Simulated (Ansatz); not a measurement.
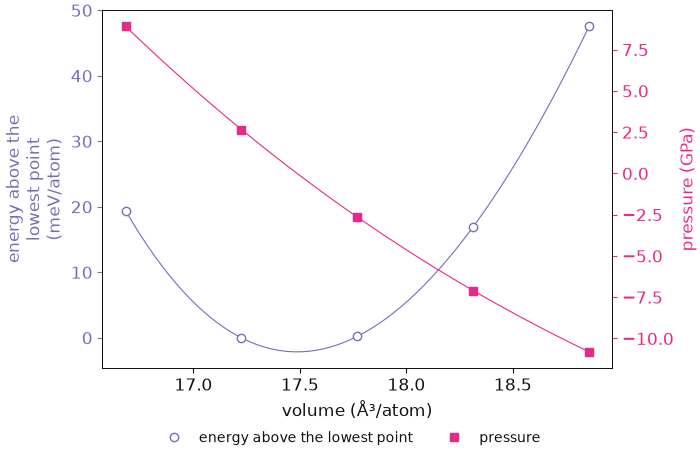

The figure shows the energy above the lowest point and pressure against volume for Nb, space group Im-3m (No. 229) (one of a set of cubic test structures, which need not be the stable phase).

How it was computed, with Ansatz 0.2.0 development build: equation of state of a cubic crystal from periodic Kohn-Sham density functional theory without spin, third-order Birch-Murnaghan fit to the free energies; pressure corrected for the finite basis. Level: HSE06.

```tsv
setting	value
structure type	bcc
atoms in cell	1
space group number	229
lattice centring	body-centred primitive
k mesh	6×6×6
occupation method	Fermi–Dirac
occupation width	0.1 eV
wave cutoff	420 eV
datasets	soft-1 PAW
density tolerance	0 eV
bands	11
density cutoff ratio	4
search for lower states	default
exchange singularity	regularized
```

**What equilibrium volume and bulk modulus follow from the curve?**

A third-order Birch–Murnaghan fit gives V0 = 17.49 Å³/atom, B0 = 171 GPa and B′ = 4.6.

**Read off the course of the pressure.**

It falls from 8.9 GPa at volume 16.68 Å³/atom to −10.8 GPa at 18.86 Å³/atom, and changes sign near 17.50 Å³/atom.

Limits of the calculation: coarse k-mesh, values are not converged in k.
